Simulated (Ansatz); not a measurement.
Li12H12: geometry relaxation (part 2 of 2)

Li12H12 (slab, 24 atoms in the cell); DFT, PBEsol, PAW, plane waves (Ansatz 0.2.0); cutoff 420 eV, 6×4×1 k-mesh, Fermi–Dirac smearing of 0.01 eV. The structure is a generated slab.

Geometry of the input (Å; fractional positions):
```
1.9900  -1.9900  0.0000
0.0000  0.0000  3.9800
-20.1373  -20.1373  0.0000
H  0.5084  0.9979  0.7696
H  0.4965  0.9969  0.5737
H  0.5036  0.9958  0.3758
H  0.5016  0.0016  0.6738
H  0.5056  0.9956  0.4756
H  0.5055  0.0093  0.2764
H  0.9938  0.5020  0.6232
H  0.0205  0.5053  0.4259
H  0.0084  0.4927  0.2275
H  0.9992  0.5092  0.7220
H  0.9994  0.4954  0.5238
H  0.0088  0.4963  0.3275
Li 0.9980  0.9973  0.6243
Li 0.0059  0.9965  0.4260
Li 0.0093  0.9941  0.2281
Li 0.0000  0.0000  0.7228
Li 0.9963  0.9981  0.5238
Li 0.9933  0.0021  0.3277
Li 0.4982  0.4985  0.7714
Li 0.4977  0.5004  0.5748
Li 0.5052  0.5015  0.3770
Li 0.4972  0.5052  0.6730
Li 0.5019  0.5001  0.4741
Li 0.5009  0.4914  0.2782
```

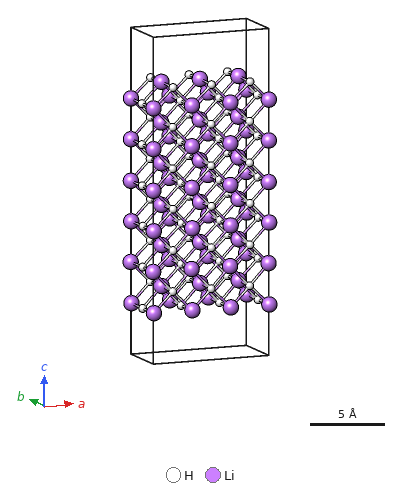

The input geometry (ball-and-stick view of the 3 × 1 repeat of the cell, with the vacuum cut short, seen slightly off an axis).

### What the program printed, continued
```
SCF iter   1: F=—  HF=-2632.890766 eV  |F-HF|=—  |Δ(HF+E_count)|=         —  Δρ=2.66e-3  dr2=3.69e-2  ethr=4.14e-4  ⟨swp⟩=3.8  Hψ=1559  notcnv=0  defer=232
preconditioner: auto → Resta (q_TF=auto, 1.990 Å⁻¹)  ε∞=2.2  [insulator: Δε(μ)=2.787 eV  Ē_g=9.481 eV  σ=0.010 eV  W_gap=1.00  n_scr=40 (ndim 8)  ℏωp=10.2 eV  f_vac=0.360  D(μ)=0.00/eV (n_scr^D=0)  ε∞_Penn≈2.2  vacuum switching on, ρ_ref=6.5e-3 e/Å³]
SCF iter   2: F=—  HF=-2632.881607 eV  |F-HF|=—  |Δ(HF+E_count)|=   9.16e-3  Δρ=1.26e-3  dr2=6.92e-3  ethr=7.69e-5  ⟨swp⟩=2.1  Hψ=858  notcnv=0  defer=236
SCF iter   3: F=—  HF=-2632.879885 eV  |F-HF|=—  |Δ(HF+E_count)|=   1.72e-3  Δρ=1.84e-4  dr2=4.64e-4  ethr=1.44e-5  ⟨swp⟩=2.4  Hψ=696  notcnv=0  defer=238
SCF iter   4: F=—  HF=-2632.879909 eV  |F-HF|=—  |Δ(HF+E_count)|=   2.45e-5  Δρ=6.01e-5  dr2=1.96e-5  ethr=9.68e-7  ⟨swp⟩=2.1  Hψ=661  notcnv=0  defer=238
iter 5 did not close the SCF: its close was put off until two iterations running show no level that it waits for move by more than its bar (scf_convergence_deferred on its scf_iter line)
SCF iter   5: F=-2632.879941 eV  HF=-2632.879940 eV  |F-HF|=9.14e-7  |Δ(HF+E_count)|=   3.02e-5  Δρ=1.48e-5  dr2=2.03e-6  ethr=7.49e-9  ⟨swp⟩=19.3  Hψ=5851  notcnv=0
iter 6 did not close the SCF: its close was put off until two iterations running show no level that it waits for move by more than its bar (scf_convergence_deferred on its scf_iter line)
SCF iter   6: F=-2632.879941 eV  HF=-2632.879941 eV  |F-HF|=7.45e-9  |Δ(HF+E_count)|=   1.71e-6  Δρ=3.72e-6  dr2=1.32e-7  ethr=4.24e-9  ⟨swp⟩=11.3  Hψ=3913  notcnv=0
SCF iter   7: F=-2632.879941 eV  HF=-2632.879941 eV  |F-HF|=4.16e-9  |Δ(HF+E_count)|=   5.63e-8  Δρ=9.81e-7  dr2=9.79e-9  ethr=2.75e-10  ⟨swp⟩=7.8  Hψ=3123  notcnv=0
SCF 3 converged in 7 iterations: F = -2632.879941 eV  dr2 = 9.79e-9
relax step   3: F+E_penalty+E_count = -2632.87994145 eV  Δ(F+E_penalty+E_count) = -4.619e-2 eV  max|allowed force component| = 2.856e-2 eV/Å  Δτ_max = 0.0764 Å  (7 SCF iters, dr2 threshold 3.59e-6 eV, accepted)
iter 1 solved again at ethr=7.89e-11 eV; its pass at ethr=3.10e-3 eV (dr2=3.79e-8 eV) is discarded
SCF iter   1: F=—  HF=-2632.879936 eV  |F-HF|=—  |Δ(HF+E_count)|=         —  Δρ=3.84e-6  dr2=3.98e-8  ethr=7.89e-11  ⟨swp⟩=3.0  Hψ=2047  notcnv=0
preconditioner: auto → Resta (q_TF=auto, 1.990 Å⁻¹)  ε∞=2.2  [insulator: Δε(μ)=2.830 eV  Ē_g=9.424 eV  σ=0.010 eV  W_gap=1.00  n_scr=40 (ndim 8)  ℏωp=10.2 eV  f_vac=0.362  D(μ)=0.00/eV (n_scr^D=0)  ε∞_Penn≈2.2  vacuum switching on, ρ_ref=6.4e-3 e/Å³]
SCF iter   2: F=-2632.879941 eV  HF=-2632.879941 eV  |F-HF|=5.19e-9  |Δ(HF+E_count)|=   5.68e-6  Δρ=1.80e-6  dr2=7.33e-9  ethr=7.89e-11  ⟨swp⟩=9.7  Hψ=4068  notcnv=0
SCF 4 converged in 2 iterations: F = -2632.879941 eV  dr2 = 7.33e-9
  Residual-converged pass: ⟨swp⟩=1.0  Hψ=728  notcnv=0  max |occ|·‖R‖ = 7.0e-9 eV (tolerance 1.0e-8 eV)  dr2=7.33e-9  dr2_onsite=1.82e-9  max |Δocc| = 0.0e0
relax step   4: F+E_penalty+E_count = -2632.87994145 eV  Δ(F+E_penalty+E_count) = -3.343e-9 eV  max|allowed force component| = 2.857e-2 eV/Å  Δτ_max = 0.0000 Å  (2 SCF iters, accepted)
SCF converged after 2 iterations
Free energy (F): -2632.879941 eV
Harris-Foulkes:  -2632.879941 eV  (|F-HF|=5.19e-9)
Internal energy: -2632.879941 eV  (E = F + TS)
E sigma→0 (E₀):  -2632.879941 eV
Fermi energy:    0.224224 eV
--- Per-component energies (eV) ---
  E_band       = -1164.508776
  E_kinetic    = 427.744604
  E_local      = -16274.040914  (includes V_loc(G=0)·N_el)
  E_nonlocal   = -380.689234
  E_hartree    = 7759.130319
  E_xc         = -236.940535
  E_vxc        = -308.138924  (∫ρ·V_xc dr)
  E_paw        = -240.897109  (= ΣΔE_a)
  E_vpaw       = -147.628049  (= ΣTr[D̂ρ^β])
  E_aug_tail   = -0.013310  (compensation charges beyond the density's cutoff)
  E_ewald      = 6312.826239
  E_smearing   = -0.000000  (= −TS)
  E_closure    = 0.000000  (closes the sum)
  Σ components = -2632.879941   (vs F -2632.879941, Δ=0.00e0)
--- Forces (eV/Å), atoms counted from 1 ---
  atom   1  H      0.00872782     0.00429905     0.00161837
  atom   2  H     -0.00202542    -0.00028003     0.00185232
  atom   3  H     -0.00265537     0.00660236    -0.00097017
  atom   4  H     -0.02856871    -0.02676985    -0.00261504
  atom   5  H     -0.00139077     0.00549960     0.00016962
  atom   6  H      0.00721419     0.01494707    -0.00063612
  atom   7  H     -0.00388335    -0.00192390    -0.00009954
  atom   8  H      0.00556837     0.00753942     0.00295409
  atom   9  H     -0.00611292    -0.00569405     0.00113883
  atom  10  H     -0.00259182     0.00329326    -0.00107518
  atom  11  H      0.00317465     0.00909890     0.00088627
  atom  12  H      0.01452231     0.02380067    -0.00329230
  atom  13  Li     0.00410139     0.00197568    -0.00066314
  atom  14  Li    -0.00406174    -0.00795075     0.00030949
  atom  15  Li    -0.00315462    -0.00612796     0.00212952
  atom  16  Li     0.01297969     0.01692884    -0.00041931
  atom  17  Li    -0.00310131    -0.00691675    -0.00124029
  atom  18  Li    -0.00233665    -0.01181449     0.00301814
  atom  19  Li     0.00055036    -0.00707713    -0.00154975
  atom  20  Li     0.00110434    -0.00065886    -0.00215436
  atom  21  Li     0.00018185    -0.00964823    -0.00133656
  atom  22  Li     0.01082372     0.00802203     0.00304544
  atom  23  Li     0.00083027    -0.00643087    -0.00111083
  atom  24  Li    -0.00989225    -0.01071320     0.00002936
  max |Σ_I F_I| component: 1.11e-5 eV/Å
--- Band table (eV; the first three rows and the last of 14) ---
  k-point 0: bands = ["-45.6342", "-45.6131", "-44.9784", "-44.9693", "-44.8976", "-44.8789", "-44.8509", "-44.8311", "-44.8279", "-44.8090", "-44.6440", "-44.6332", "-6.7536", "-6.5414", "-6.1807", "-5.6767", "-5.0248", "-4.2467", "-3.4546", "-2.7711", "-2.1606", "-1.6812", "-1.3799", "-1.2325", "1.6376", "1.9450", "2.3363", "2.4281", "2.4608", "3.1838", "3.6539", "4.1340", "4.6955", "5.3615", "5.8908", "6.1371", "6.4507", "6.8415", "6.8721", "6.9983", "7.6010", "8.3560", "8.4754", "8.6233", "8.7878", "9.6351", "9.8481", "9.8570"]
  k-point 1: bands = ["-45.6337", "-45.6126", "-44.9765", "-44.9675", "-44.8898", "-44.8739", "-44.8516", "-44.8383", "-44.8311", "-44.8121", "-44.6444", "-44.6336", "-6.3792", "-6.1783", "-5.8402", "-5.3770", "-4.7968", "-4.1369", "-3.5403", "-3.2164", "-3.1659", "-3.1222", "-2.9974", "-2.9794", "2.0954", "2.1127", "3.7174", "3.7913", "3.8966", "4.3319", "4.3584", "4.5527", "4.6258", "5.0953", "5.5253", "6.0355", "6.5802", "7.2550", "7.6222", "7.8833", "7.8924", "8.2413", "8.4695", "9.1009", "9.1571", "9.2733", "9.4210", "9.5249"]
  k-point 2: bands = ["-45.6332", "-45.6121", "-44.9746", "-44.9657", "-44.8783", "-44.8662", "-44.8545", "-44.8497", "-44.8344", "-44.8152", "-44.6448", "-44.6340", "-5.2350", "-5.2277", "-5.0656", "-5.0630", "-4.7943", "-4.7913", "-4.4614", "-4.4580", "-4.1342", "-4.1294", "-3.6182", "-3.6048", "2.2837", "2.3004", "3.7761", "3.7831", "4.3682", "4.3709", "5.0451", "5.0521", "5.4854", "5.4896", "6.3282", "6.3308", "6.6233", "6.6248", "7.9354", "7.9393", "8.2799", "8.2833", "9.2549", "9.2591", "10.0228", "10.0359", "11.1071", "11.1121"]
  k-point 13: bands = ["-45.6165", "-45.5953", "-44.9572", "-44.9483", "-44.8608", "-44.8484", "-44.8372", "-44.8323", "-44.8170", "-44.7977", "-44.6271", "-44.6163", "-3.8962", "-3.8893", "-3.6286", "-3.6262", "-3.1906", "-3.1866", "-2.6201", "-2.6153", "-1.9748", "-1.9724", "-1.3881", "-1.3772", "3.5308", "3.5421", "3.5868", "3.5903", "3.6652", "3.6658", "3.7520", "3.7524", "3.8259", "3.8294", "3.9103", "3.9224", "4.8285", "4.8311", "4.9007", "4.9160", "6.1411", "6.1463", "7.1093", "7.1247", "7.6451", "7.6454", "9.1164", "9.1218"]
--- Relaxed structure (4 steps of the walk, 4 accepted, 0 SCFs on fresh bases) ---
  F+E_penalty+E_count = -2632.87994145 eV   max|allowed force component| = 2.857e-2 eV/Å
  atoms:
    - { symbol: H, position: [0.5000617406336381, 1.0000710047021633, 0.7707821856796593] }
    - { symbol: H, position: [0.5021036688920937, 0.9995444873457495, 0.5738293932639729] }
    - { symbol: H, position: [0.5038269160612587, 0.998901449676174, 0.37601926545124575] }
    - { symbol: H, position: [0.5014210324615838, 0.0002524129298901744, 0.6723729454326061] }
    - { symbol: H, position: [0.5030918231264225, 0.9991712392700733, 0.47497706096796666] }
    - { symbol: H, position: [0.5047653917380468, -0.001598763575254963, 0.2763984614024597] }
    - { symbol: H, position: [1.0016674160732002, 0.4998984420768064, 0.623631257159929] }
    - { symbol: H, position: [0.002802008103049314, 0.49876462857022386, 0.4258531450073839] }
    - { symbol: H, position: [0.0044671541427065975, 0.4980881437663533, 0.22893870850003034] }
    - { symbol: H, position: [1.0007502584460202, 0.5002397415367383, 0.7234813970448537] }
    - { symbol: H, position: [1.0027389430728197, 0.49939254770006036, 0.5247378428699802] }
    - { symbol: H, position: [0.004407064420909768, 0.4989222438154443, 0.32718786652790943] }
    - { symbol: Li, position: [1.001267256821757, 0.9999250291332414, 0.6238547995450217] }
    - { symbol: Li, position: [0.0022069443600911676, 0.9990058082249811, 0.42578517188088266] }
    - { symbol: Li, position: [0.0042261943770212085, 0.9979671883798605, 0.2324993064966777] }
    - { symbol: Li, position: [0.0006208800171325635, 0.00018302648931755173, 0.72535010011985] }
    - { symbol: Li, position: [1.001803172236582, 0.9996179832329971, 0.5245989378020133] }
    - { symbol: Li, position: [1.0025116149863038, -0.0015822903086967443, 0.3276972564873245] }
    - { symbol: Li, position: [0.4997111185460228, 0.500328989860894, 0.7671636043916901] }
    - { symbol: Li, position: [0.5017306644125243, 0.499886455020151, 0.57382152011541] }
    - { symbol: Li, position: [0.5020764003160332, 0.49887701481697894, 0.37576751909740297] }
    - { symbol: Li, position: [0.5008920529201313, 0.499804955815985, 0.6719858654729383] }
    - { symbol: Li, position: [0.5016372507418767, 0.49932044118314917, 0.47500060356801244] }
    - { symbol: Li, position: [0.5041540330927774, 0.4982368203367217, 0.2744397857147798] }
--- Löwdin populations: 24 sites ---
  site symbol       q [e]
     0      H      1.5516
     1      H      1.5574
     2      H      1.5610
     3      H      1.5566
     4      H      1.5580
     5      H      1.5934
     6      H      1.5610
     7      H      1.5574
     8      H      1.5514
     9      H      1.5936
    10      H      1.5580
    11      H      1.5569
    12     Li      2.3902
    13     Li      2.3863
    14     Li      2.3105
    15     Li      2.4121
    16     Li      2.3869
    17     Li      2.3905
    18     Li      2.3103
    19     Li      2.3863
    20     Li      2.3903
    21     Li      2.3906
    22     Li      2.3869
    23     Li      2.4121
  spilling = 0.014390 (of n_electrons = 48.000000)
```

### Key numbers

```tsv
quantity	value
outcome	converged
electrons treated	48
free energy	−2632.8799 eV
Fermi energy	0.224 eV
largest force (length of the vector) at the end	0.039 eV/Å
hardware	8 threads of Intel Xeon, 16 GiB of memory available, shared host
wall time	9.3 s (CPU time 67 s)
peak memory	1 GiB
```

### Remarks

The program warns: the exchange-correlation potential is rough where the density is thin.
